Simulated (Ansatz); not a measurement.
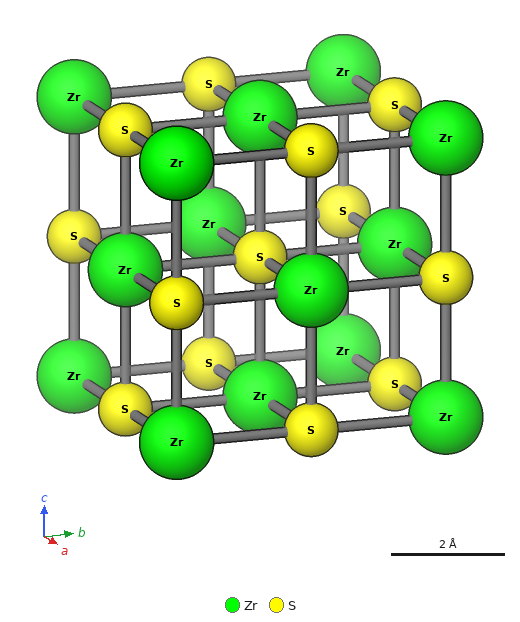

The structure (ball-and-stick view of the cell 4 times as large as that of the calculation, set on its symmetry axes, seen slightly off an axis). An atom can appear more than once, as a periodic image. Near neighbours in the periodic cell (some may lie outside the picture): Zr has 6 S at 2.57 Å; S has 6 Zr at 2.57 Å.

# Phonon calculation, with input and output: ZrS

System: ZrS (2 atoms in the cell).
Method: DFT LDA, scalar-relativistic, plane waves, PAW, no spin polarisation (Ansatz 0.2.0).

The structure derives from an entry of the Crystallography Open Database. It belongs to a series of runs on one base structure; here: phonon dispersion, density of states and thermodynamics.

What the program printed:
```
band count auto-derived: 14 (N_el = 18.0; filled up to band 9; 13 by the electrons, moments and atoms)
Engine: ansatz 0.2.0, aarch64-unknown-linux-gnu
Pseudopotentials: kind: paw
Pseudopotential: Zr, paw, valence charge 12, recommended cutoff 420 eV (normal), Zr.paw.azcp
Pseudopotential: S, paw, valence charge 6, recommended cutoff 420 eV (normal), S.paw.azcp
Functional definition: SPW92
  exchange = slater_x
  correlation = pw_c
Crystal: 2 atoms, lattice volume = 33.873 Å³
Basis set: ecut = 420 eV, 645 PW (Γ), exchange–correlation on 50×50×50 points (8 copies of the dense FFT grid, shifted against one another)
Bands: 14, of which v1, the nominal top of the filled ones, is band 9 counted from 1 (8 counted from 0)
Symmetry: 48 space group operations
k-points: 145 of 4096
Non-local potential: Zr, projectors of the file, l = 0: 3, l = 1: 2, l = 2: 2, l = 3: 2
Non-local potential: S, projectors of the file, l = 0: 2, l = 1: 2, l = 2: 2
PAW form: soft (Blöchl's): semilocal exchange-correlation on the pseudo side does not see the compensation charge
PAW frozen core: Zr, regenerated for the run's functional, and the local potential with it (the file was generated under x = pbe(κ = 0.804, μ = 0.2195149727645171), c = pbe(β = 0.06672455060314922))
PAW frozen core: S, regenerated for the run's functional, and the local potential with it (the file was generated under x = pbe(κ = 0.804, μ = 0.2195149727645171), c = pbe(β = 0.06672455060314922))
PAW one-centre angular grid: Zr, 590 points (default); XC on 64 Gauss nodes
PAW one-centre angular grid: S, 110 points (default); XC on 64 Gauss nodes
Initial density: superposition of atomic densities (neutral atoms: chi_scale 0, normalization atom), corrected by the library's trained network
Initial wavefunctions: pseudopotential atomic-orbital guess
Functional: x = slater, c = lda
SCF iter   1: F=—  HF=-4950.239557 eV  |F-HF|=—  |Δ(HF+E_count)|=         —  Δρ=5.29e-3  dr2=3.54e-3  ethr=1.77e-3  ⟨swp⟩=5.1  Hψ=11218  notcnv=0
preconditioner: auto → Kerker (q_TF=auto, 2.455 Å⁻¹)  [metal: Δε(μ)=0.023 eV  Ē_g=9.624 eV  σ=0.150 eV  W_gap=0.04  n_scr=14 (ndim 8)  ℏωp=20.2 eV  f_vac=0.000  D(μ)=1.22/eV (n_scr^D=14)]
SCF iter   2: F=—  HF=-4950.237387 eV  |F-HF|=—  |Δ(HF+E_count)|=   2.17e-3  Δρ=3.12e-3  dr2=1.37e-3  ethr=1.97e-5  ⟨swp⟩=1.5  Hψ=3333  notcnv=0
SCF iter   3: F=—  HF=-4950.237050 eV  |F-HF|=—  |Δ(HF+E_count)|=   3.36e-4  Δρ=2.32e-4  dr2=8.31e-6  ethr=7.58e-6  ⟨swp⟩=1.0  Hψ=2037  notcnv=0
SCF iter   4: F=—  HF=-4950.237047 eV  |F-HF|=—  |Δ(HF+E_count)|=   3.12e-6  Δρ=9.60e-5  dr2=1.59e-6  ethr=4.62e-8  ⟨swp⟩=2.0  Hψ=2693  notcnv=0
SCF iter   5: F=—  HF=-4950.237048 eV  |F-HF|=—  |Δ(HF+E_count)|=   4.95e-7  Δρ=2.01e-5  dr2=1.48e-7  ethr=8.86e-9  ⟨swp⟩=2.6  Hψ=3132  notcnv=0
SCF iter   6: F=—  HF=-4950.237048 eV  |F-HF|=—  |Δ(HF+E_count)|=   2.53e-8  Δρ=6.26e-6  dr2=1.48e-8  ethr=8.25e-10  ⟨swp⟩=2.4  Hψ=2664  notcnv=0
SCF iter   7: F=—  HF=-4950.237048 eV  |F-HF|=—  |Δ(HF+E_count)|=   2.67e-9  Δρ=1.60e-6  dr2=9.82e-10  ethr=8.23e-11  ⟨swp⟩=2.3  Hψ=3255  notcnv=0
SCF iter   8: F=-4950.237048 eV  HF=-4950.237048 eV  |F-HF|=0.00e0  |Δ(HF+E_count)|=  2.09e-10  Δρ=1.75e-7  dr2=4.79e-12  ethr=1.00e-12  ⟨swp⟩=4.1  Hψ=9538  notcnv=0
SCF 1 converged in 8 iterations: F = -4950.237048 eV  dr2 = 4.79e-12
  greatest PAW one-centre occupation: 0.997 electrons in one spin orbital (limit 2), on the Zr atom at site 0 (counted from 0), in its partial waves of l = 0
Initial density: read from a saved state, or passed on in memory by an earlier SCF of this step, an earlier step, the calling program or the single point that the run made first
iter 1 solved again at ethr=1.16e-7 eV; its pass at ethr=3.10e-3 eV (dr2=2.09e-5 eV) is discarded
SCF iter   1: F=—  HF=-4950.237048 eV  |F-HF|=—  |Δ(HF+E_count)|=         —  Δρ=6.95e-7  dr2=8.18e-11  ethr=1.16e-7  ⟨swp⟩=3.0  Hψ=16833  notcnv=0
eigensolver tolerance schedule: the retry pair's looser diagonalisation over-reported the residual by 256061.37 of it (diagonalisation noise at an unbounded share of the residual, at the tolerance the schedule requests for it); recorded, not acted on — ethr = c·dr2/N_el stays at c = 1.0e-1
preconditioner: auto → Kerker (q_TF=auto, 2.455 Å⁻¹)  [metal: Δε(μ)=0.025 eV  Ē_g=9.633 eV  σ=0.150 eV  W_gap=0.04  n_scr=14 (ndim 8)  ℏωp=20.2 eV  f_vac=0.000  D(μ)=1.22/eV (n_scr^D=14)]
SCF iter   2: F=—  HF=-4950.237048 eV  |F-HF|=—  |Δ(HF+E_count)|=   2.01e-7  Δρ=2.71e-7  dr2=1.63e-11  ethr=1.00e-12  ⟨swp⟩=3.1  Hψ=4549  notcnv=0
SCF iter   3: F=-4950.237048 eV  HF=-4950.237048 eV  |F-HF|=3.64e-12  |Δ(HF+E_count)|=  3.64e-12  Δρ=1.72e-7  dr2=5.99e-12  ethr=1.00e-12  ⟨swp⟩=2.8  Hψ=5377  notcnv=0
SCF 2 converged in 3 iterations: F = -4950.237048 eV  dr2 = 5.99e-12
phonons: the bands overlap, so this run is a metal and interpolates without the dipole-dipole term. If the crystal is really an insulator or semiconductor, its LO-TO splitting is missing
NSCF: frozen V_eff on 145 k-points
NSCF: frozen V_eff on 349 k-points
DFPT response loops at q = (0, 0, 0) (fractional): preconditioner auto → Kerker (q_TF=auto, 2.455 Å⁻¹) (partly filled bands, converged f_vac=0.000); β = 1.00, the filter's whole step (`scf.mixing.beta` (0.50) is not read by the response loops under this deck's `scf.mixing.preconditioner`; to damp them name `kerker` or `kerker_dos`, under which they read `scf.mixing.beta`, and type it under 1.00, their step now; both keys bind the ground state too); Broyden in place of MSR1
NSCF: frozen V_eff on 4352 k-points
DFPT response loops at q = (0, 0, 0.25) (fractional): mixed as the last ones told, above
NSCF: frozen V_eff on 2196 k-points
DFPT response loops at q = (0, 0, -0.5) (fractional): mixed as the last ones told, above
NSCF: frozen V_eff on 2320 k-points
DFPT response loops at q = (0, 0.25, 0.25) (fractional): mixed as the last ones told, above
NSCF: frozen V_eff on 8192 k-points
DFPT response loops at q = (0, 0.25, -0.5) (fractional): mixed as the last ones told, above
NSCF: frozen V_eff on 4352 k-points
DFPT response loops at q = (0, 0.25, -0.25) (fractional): mixed as the last ones told, above
NSCF: frozen V_eff on 1242 k-points
DFPT response loops at q = (0, -0.5, -0.5) (fractional): mixed as the last ones told, above
NSCF: frozen V_eff on 2320 k-points
DFPT response loops at q = (0.25, -0.5, -0.25) (fractional): mixed as the last ones told, above
SCF converged after 8 iterations
Free energy (F): -4950.237048 eV
Harris-Foulkes:  -4950.237048 eV  (|F-HF|=0.00e0)
Internal energy: -4950.145804 eV  (E = F + TS)
E sigma→0 (E₀):  -4950.191426 eV
Entropy (-TS):   -0.091244 eV (-45.622 meV/atom)
Fermi energy:    15.403995 eV
--- Per-component energies (eV) ---
  E_band       = -57.168871
  E_kinetic    = 448.784512
  E_local      = -667.327072  (includes V_loc(G=0)·N_el)
  E_nonlocal   = 112.967347
  E_hartree    = 210.407159
  E_xc         = -260.407763
  E_vxc        = -283.192771  (∫ρ·V_xc dr)
  E_paw        = -3418.251069  (= ΣΔE_a)
  E_vpaw       = -89.215207  (= ΣTr[D̂ρ^β])
  E_aug_tail   = 0.000025  (compensation charges beyond the density's cutoff)
  E_ewald      = -1376.842544
  E_core_change = 0.523598  (= ΣΔE_core)
  E_smearing   = -0.091244  (= −TS)
  E_closure    = 0.000000  (closes the sum)
  Σ components = -4950.237048   (vs F -4950.237048, Δ=0.00e0)
--- Band table (eV; the first three rows and the last of 145) ---
  k-point 0: bands = ["-34.2783", "-12.2936", "-12.2936", "-12.2936", "-0.6412", "11.9331", "11.9331", "11.9331", "13.9114", "13.9114", "13.9114", "14.6475", "14.6475", "17.7846"]
  k-point 1: bands = ["-34.2769", "-12.3122", "-12.2951", "-12.2951", "-0.5832", "11.5862", "11.6871", "11.6871", "14.0148", "14.0148", "14.0637", "14.9559", "14.9559", "18.0222"]
  k-point 2: bands = ["-34.2729", "-12.3645", "-12.2994", "-12.2994", "-0.4151", "10.8227", "11.1735", "11.1735", "14.2612", "14.2612", "14.3291", "15.7157", "15.7157", "18.6497"]
  k-point 144: bands = ["-34.2297", "-12.5428", "-12.5428", "-12.4581", "0.6367", "9.1146", "9.4110", "9.4110", "15.4600", "15.4600", "17.3469", "18.0378", "18.0751", "23.7294"]
--- Phonons (Γ-DFPT): 2 representative perturbations + reference (Σ response iterations 6) ---
  ASR residual: 1.549e-3 → 0.000e0 eV/Å²; symmetrization residual: 3.828e-7 eV/Å²
  ASR residual per site (eV/Å²): 1.55e-3 1.25e-4
  Γ frequencies (cm⁻¹): 0.00 0.00 0.00 269.23 269.23 269.23
--- Phonons (arbitrary-q DFPT): 8 irreducible q on the 4×4×4 mesh ---
  q = [0.0000, 0.0000, 0.0000] (star 1, of the zone-centre solve; hermiticity 1.21e-7, symmetrization 4.10e-14): -0.00 -0.00 -0.00 269.23 269.23 269.23
  q = [0.0000, 0.0000, 0.2500] (star 8, 2 solved perturbations on 2176 of 4096 k-point pairs; hermiticity 1.85e-7, symmetrization 2.85e-14): 102.90 102.90 114.10 297.80 297.80 316.12
  q = [0.0000, 0.0000, -0.5000] (star 4, 2 solved perturbations on 1098 of 4096 k-point pairs; hermiticity 1.98e-14, symmetrization 1.84e-14): 32.20 124.79 124.79 321.53 321.53 354.53
  q = [0.0000, 0.2500, 0.2500] (star 6, 4 solved perturbations in 3616 linear systems a pass and spin channel, the states on 1160 of 4096 k-point pairs; hermiticity 7.48e-8, symmetrization 1.72e-14): 50.91 50.91 121.29 284.79 284.79 337.89
  q = [0.0000, 0.2500, -0.5000] (star 24, 4 solved perturbations in 12544 linear systems a pass and spin channel, the states on 4096 of 4096 k-point pairs; hermiticity 8.14e-8, symmetrization 2.19e-14): -88.77 53.46 88.88 316.43 324.74 340.30
  q = [0.0000, 0.2500, -0.2500] (star 12, 4 solved perturbations in 6672 linear systems a pass and spin channel, the states on 2176 of 4096 k-point pairs; hermiticity 1.31e-7, symmetrization 1.57e-14): 48.07 88.63 130.66 299.14 323.03 344.12
  q = [0.0000, -0.5000, -0.5000] (star 3, 4 solved perturbations in 1940 linear systems a pass and spin channel, the states on 621 of 4096 k-point pairs; hermiticity 2.67e-7, symmetrization 3.75e-14): -140.83 -58.22 -58.22 306.29 306.29 333.95
  q = [0.2500, -0.5000, -0.2500] (star 6, 4 solved perturbations in 3498 linear systems a pass and spin channel, the states on 1160 of 4096 k-point pairs; hermiticity 2.70e-7, symmetrization 1.67e-14): -87.25 -87.25 117.99 318.60 318.60 331.97
  sum rule: each row above includes the acoustic sum rule's correction from the zone centre's row sums; it moved no ω² by more than (2.15 cm⁻¹)²
  mesh force constants: q→R imaginary residual 6.20e-18; ASR residual 1.549e-3 → 0.000e0 eV/Å²; symmetrization residual 5.329e-15 eV/Å²
  interpolated dispersion: 50 rows × 6 modes
  density of states and harmonic sums: on the 24×24×24 q-mesh, interpolated from the force constants of a 4×4×4 supercell (no non-analytic term)
  largest difference from the sums on the solved wave vectors: F 3.72e-2 eV, S 5.31e-5 and C_V 1.59e-5 eV/K
  zero-point energy: 0.070708 eV/cell   skipped modes (ω ≤ 0): 378, of them read as no rigid motion or as one in doubt: 375 (9.342e-1 modes/cell left out, lowest -140.83 cm⁻¹)   left out of the sums: 1.56e-1 of the cell's modes: C_V's classical limit lies that fraction below 3 k_B per atom; for a crystal, a wire or a layer, F and S can be off by more, and a phonons.interpolated_qmesh denser along its periods is the remedy for the sampling
```

File phthermo.tsv:
```
# format = ansatz-phthermo/1
# interpolated_qmesh = 24 24 24
# force_constants_supercell = 4 4 4
# non_analytic_term = not included (the non-analytic LO-TO correction is not applied to the interpolated dynamical matrix; polar crystals: no LO-TO splitting at GAMMA, and LO and other optical branches, acoustic branches and sound speeds, and with them the density of states and the thermodynamics, can be off between the wave vectors that the force constants were sampled on, most near GAMMA; a larger extent of the force constants narrows that region and is not shown to mend the acoustic slopes)
# zero_point_energy_ev = 7.0707545497e-2
# n_skipped_modes = 378
# share_of_modes_left_out = 1.5574363426e-1
# vibrations_at_or_below_zero_n_entries = 375
# vibrations_at_or_below_zero_modes_per_cell = 9.3424479167e-1
# vibrations_at_or_below_zero_lowest_omega_inv_cm = -140.829
# rigid_motions_known_by = geometry
# t_k	f_vib_ev	s_ev_per_k	c_v_ev_per_k
0.0000	7.0707545497e-2	0.0000000000e0	0.0000000000e0
100.0000	6.3245578368e-2	1.7768050480e-4	2.1097018179e-4
200.0000	3.5465920547e-2	3.7088934066e-4	3.4099302845e-4
300.0000	-9.4026658097e-3	5.1963323973e-4	3.8837262339e-4
400.0000	-6.7333627468e-2	6.3443078405e-4	4.0813792626e-4
500.0000	-1.3554196944e-1	7.2667148781e-4	4.1794625855e-4
600.0000	-2.1215387671e-1	8.0340333818e-4	4.2346171994e-4
700.0000	-2.9585159218e-1	8.6895443471e-4	4.2685344480e-4
800.0000	-3.8566581489e-1	9.2610793351e-4	4.2908195991e-4
900.0000	-4.8085642191e-1	9.7674068241e-4	4.3062233662e-4
1000.0000	-5.8084094813e-1	1.0221716525e-3	4.3173045960e-4
```

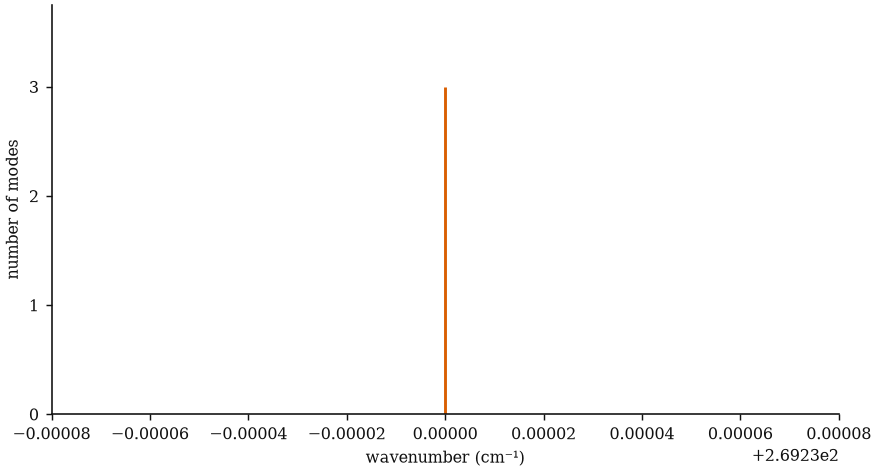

Optical phonons at the zone centre (no LO–TO term); neighbouring modes closer than 3 cm⁻¹ are counted in one stick. 3 modes from 269 to 269 cm⁻¹, none imaginary.

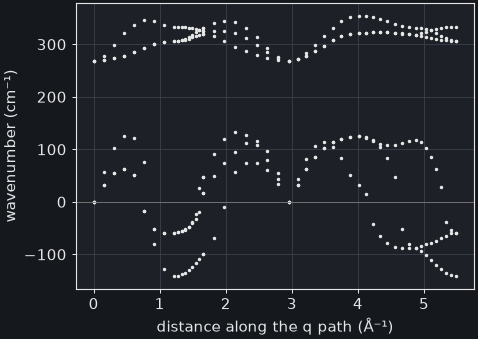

Phonon frequencies along the path of the input (imaginary ones negative). The highest is 354 cm⁻¹; the lowest is 141i cm⁻¹, so the structure is dynamically unstable.

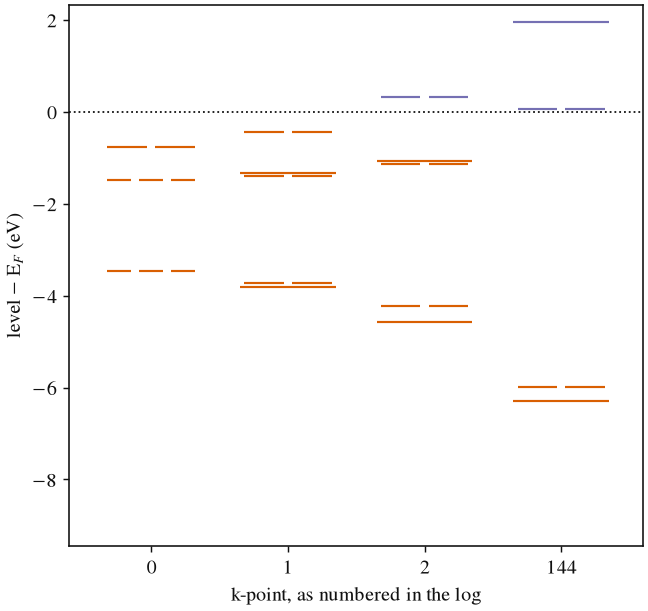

Kohn–Sham levels near the Fermi level (dotted) at the few k-points that the log prints; levels within 0.02 eV of each other stand side by side. The system is metallic on the full mesh.

The run was set up as follows.

Input:
```yaml
crystal:
  lattice:
    - [0.0, 2.5680649653, 2.5680649653]
    - [2.5680649653, 0.0, 2.5680649653]
    - [2.5680649653, 2.5680649653, 0.0]
  atoms:
    - { symbol: Zr, position: [0.0, 0.0, 0.0] }
    - { symbol: S, position: [0.5, 0.5, 0.5] }
basis:
  ecutwfc: 420
kpoints:
  mp_grid: { grid: [16, 16, 16] }
hamiltonian:
  xc: lda
scf:
  occupations: { method: fermi_dirac, width: 0.15 }
output:
  eigenvalues: true
phonons:
  method: dfpt
  eigenvectors: true
  qmesh: [4, 4, 4]
  temperatures: { t_max: 1000, t_step: 100 }
  qpath:
    path:
      - [[0.0, 0.0, 0.0], [0.5, 0.0, 0.5], [0.625, 0.25, 0.625]]
      - [[0.375, 0.375, 0.75], [0.0, 0.0, 0.0], [0.5, 0.5, 0.5], [0.5, 0.25, 0.75], [0.5, 0.0, 0.5]]
    npoints: 8
```

Launch command:
```bash
ansatz run input.yaml --threads 2 --pin off --max-ram 6144MiB --backend cpu --events-out ev --progress --plain --runs-dir out
```

Results in brief:

```json
{"quantity": "outcome", "value": "converged"}
{"quantity": "space group (tolerance 0.01 Å)", "value": "Fm-3m (225)"}
{"quantity": "electrons treated", "value": "18"}
{"quantity": "free energy", "value": "−4950.2370 eV"}
{"quantity": "Fermi energy", "value": "15.404 eV"}
{"quantity": "gap on the k-point mesh", "value": "none (metallic)"}
{"quantity": "hardware", "value": "2 threads of Arm Neoverse N1, 24 GiB of memory available, shared host"}
{"quantity": "wall time", "value": "23 min (CPU time 46 min)"}
{"quantity": "peak memory", "value": "3.9 GiB"}
```

Results for this metal are sensitive to the k-point mesh.
